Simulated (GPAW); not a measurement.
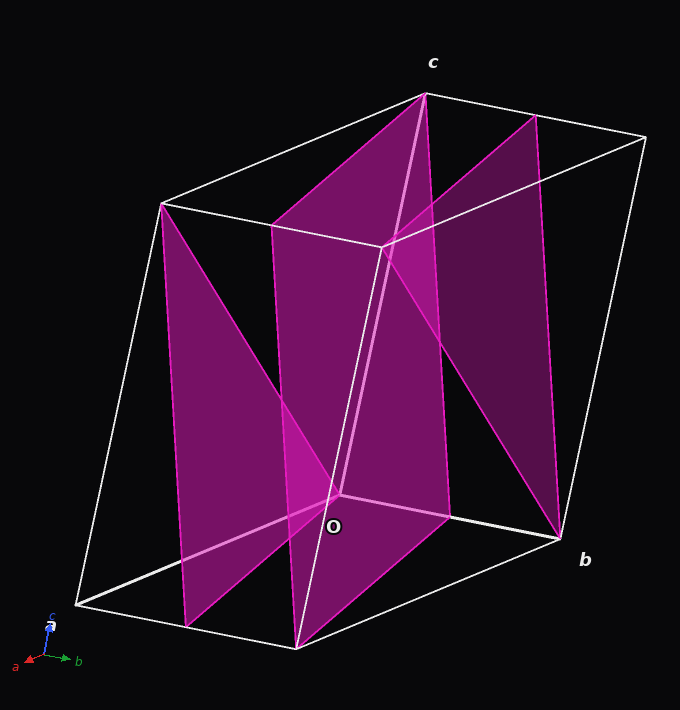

Crystal: C, a cell listed in the Materials Project, as set up for an electronic-structure calculation. Every member of one family of equally spaced planes, hx + ky + lz = a whole number, that cuts the unit cell is shaded (one member passes through the origin O). The drawing is computed from the coordinates (standard cell, symmetry found to 0.002 Å).

a = 4.255 Å, b = 2.457 Å, c = 3.765 Å, α = 90.00°, β = 111.49°, γ = 90.00°.

Index the planes.

(1 −2 −1); the opposite sign names the same planes. The member next to the origin meets the axes a at 1, b at −1/2, c at −1.

What is the spacing?

d = 1.151 Å.
